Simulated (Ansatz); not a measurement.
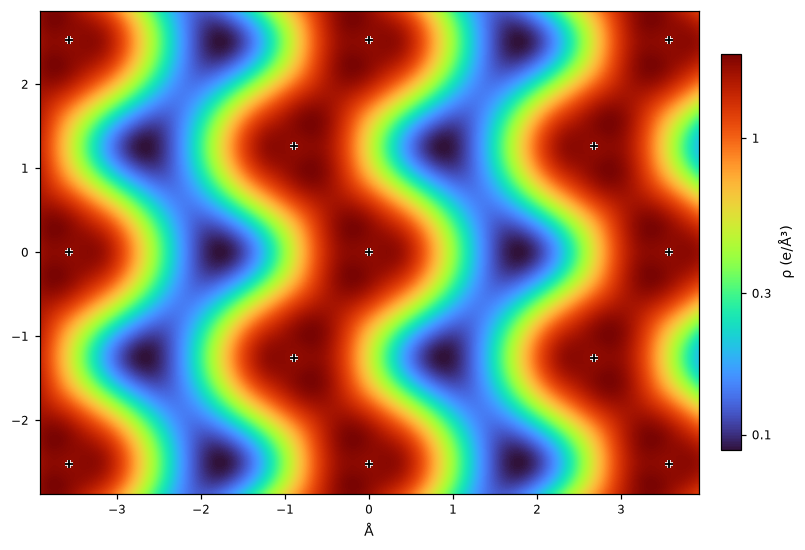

The valence charge density (pseudo) on a plane through atoms (crosses mark nuclei in the plane).

These are results of DFT PBE, scalar-relativistic, plane waves, PAW in Ansatz, not measurements.

Candidates:
A. Pt, a = 3.97 Å, b = 3.97 Å, c = 3.97 Å, α = 90.00°, β = 90.00°, γ = 90.00°. Space group Fm-3m.
B. WC, a = 2.92 Å, b = 2.92 Å, c = 2.85 Å, α = 90.00°, β = 90.00°, γ = 120.00°. Space group P-6m2.
C. C, a = 3.57 Å, b = 3.57 Å, c = 3.57 Å, α = 90.00°, β = 90.00°, γ = 90.00°. Space group Fd-3m.

Which system is this?

Answer. Candidate C: C on the (011) plane of the conventional cell, which holds C. C–C (1.55 Å): the density is about 1.6 e/Å³ at the midpoint.
